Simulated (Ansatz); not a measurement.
# Single-point calculation of CoO (part 1 of 2)

System: CoO (2 atoms in the cell).
Method: DFT PBE+U+J, spin-orbit coupling, plane waves, PAW, U = 3 eV, J = 0.7 eV on Co atom 1 d (Ansatz 0.2.0).

The structure derives from an entry of the Crystallography Open Database. It belongs to a series of runs on one base structure; here: from atoms, default search. Figures and captions count atoms from 1; the log counts them from 0 in places.

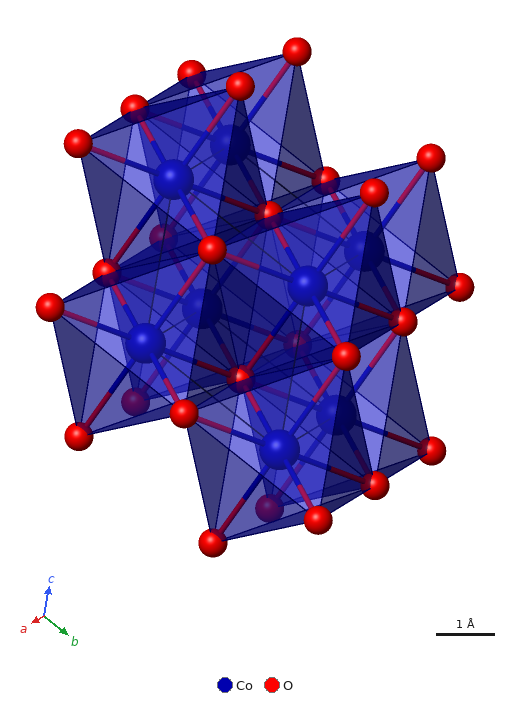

Fig. 1: The structure (polyhedral view of the cell of the calculation, seen slightly off an axis; polyhedra are completed across the faces of the cell).

**The input**
```yaml
crystal:
  lattice:
    - [-1.50800044, 1.50800044, 2.10725036]
    - [1.50800044, -1.50800044, 2.10725036]
    - [1.50800044, 1.50800044, -2.10725036]
  atoms:
    - { symbol: Co, position: [0.0, 0.0, 0.0], spin: 3.0, spin_axis: [1.0, 0.0, 0.0] }
    - { symbol: O, position: [0.5, 0.5, 0.0] }
basis:
  ecutwfc: 420
  ecutrho_ratio: 4
kpoints:
  mp_grid: { grid: [9, 9, 9] }
hamiltonian:
  xc: pbe
  hubbard: { sites: [{ site: 0, l: d, u: 3.0, j: 0.7 }] }
scf:
  occupations: { method: gaussian, width: 0.05 }
output:
  forces: true
  stress: true
  eigenvalues: true
  populations: true
  hubbard: { sites: [{ site: 0, l: d }] }
  write_density: true
  write_potential: true
  elf: true
  volumetric_format: npy
magnetization:
  noncollinear: true
  spin_orbit: true
```

Machine: 2 threads of Arm Neoverse V2, 24 GiB of memory available, shared host.

Run as:
```bash
ansatz run input.yaml --threads 2 --pin off --max-ram 3072MiB --backend cpu --events-out ev --progress --plain --runs-dir out
```

**The program's output**
```
Warning: output.stress: scf.convergence.dr2_threshold = 1e-7 eV (the SCF's general default) is looser than the 2e-10 eV advised for a printed stress (1e-10 eV for each atom of the cell: 2). What an SCF threshold leaves in a stress goes as its square root, and in the free energy as the threshold itself, and one threshold admits the most on a small cell: of the crystals measured, under no hybrid functional and no lock of the moments, on runs that ended without the residual-converged pass, on stresses that held no estimate of that error, the worst erred by over 100 MPa in a component at 1e-7 eV an atom and by under 5 at 1e-10. Set scf.convergence.dr2_threshold to 2e-10 eV or tighter. The threshold is an SCF's pass mark: one that does not reach it within its budget of iterations ends unconverged, or closes short of it on a stop that the run arms, and scf.convergence.dr2_threshold's page says what that costs each kind of run
Co: projections on atomic orbitals take those of the free atom [Ne] 3s2 3p6 3d7 4s2, of charge +0.00 (hamiltonian.pseudopotentials.projection_atoms); the dataset's partial waves leave at most 1.4e-9 of an orbital's norm unspanned inside its sphere
O: projections on atomic orbitals take those of the free atom [He] 2s2 2p4, of charge +0.00 (hamiltonian.pseudopotentials.projection_atoms); the dataset's partial waves leave at most 1.5e-11 of an orbital's norm unspanned inside its sphere
Engine: ansatz 0.2.0, aarch64-unknown-linux-gnu
Pseudopotentials: kind: paw_fr
Pseudopotential: Co, paw_fr, valence charge 17, recommended cutoff 420 eV (normal), Co.paw.azcp#standard-fr
Pseudopotential: O, paw_fr, valence charge 6, recommended cutoff 420 eV (normal), O.paw.azcp#standard-fr
Functional definition: PBE
  parameter kappa = 0.804
  parameter beta = 0.06672455060314922
  exchange = pbe_x(kappa = kappa, mu = beta*pi^2/3)
  correlation = pbe_c(beta = beta)
Crystal: 2 atoms, lattice volume = 19.168 Å³
Basis set: ecut = 420 eV, 339 PW (Γ), exchange–correlation on 48×48×48 points (8 copies of the dense FFT grid, shifted against one another)
Bands: 32, of which v1, the nominal top of the filled ones, is band 23 counted from 1 (22 counted from 0)
Symmetry: 4 space group operations + 4 with time reversal
Magnetic group: BNS 71.536 (UNI 634), of the structure as read, at distance tolerance 2.7e-5 Å
k-points: 125 of 729 (time reversal used)
Projection manifold: j_resolved (fully-relativistic pseudo-atomic orbitals)
Non-local potential: Co, projectors of the file, l = 0: 3, l = 1: 4, l = 2: 6, l = 3: 2
Non-local potential: O, projectors of the file, l = 0: 2, l = 1: 4, l = 2: 2
PAW form: soft (Blöchl's): semilocal exchange-correlation on the pseudo side does not see the compensation charge
PAW one-centre angular grid: Co, 590 points (default); XC on 64 Gauss nodes
PAW one-centre angular grid: O, 110 points (default); XC on 64 Gauss nodes
Initial density: superposition of atomic densities (chi_scale 0.1, normalization cell, long waves kept (reshape's long-wave potential 0.00 eV rms))
Starting moments: Σ|m| = 3 μB on 1 of 2 sites
Initial wavefunctions: pseudopotential atomic-orbital guess
Functional: x = pbe(κ = 0.804, μ = 0.2195149727645171), c = pbe(β = 0.06672455060314922)
```
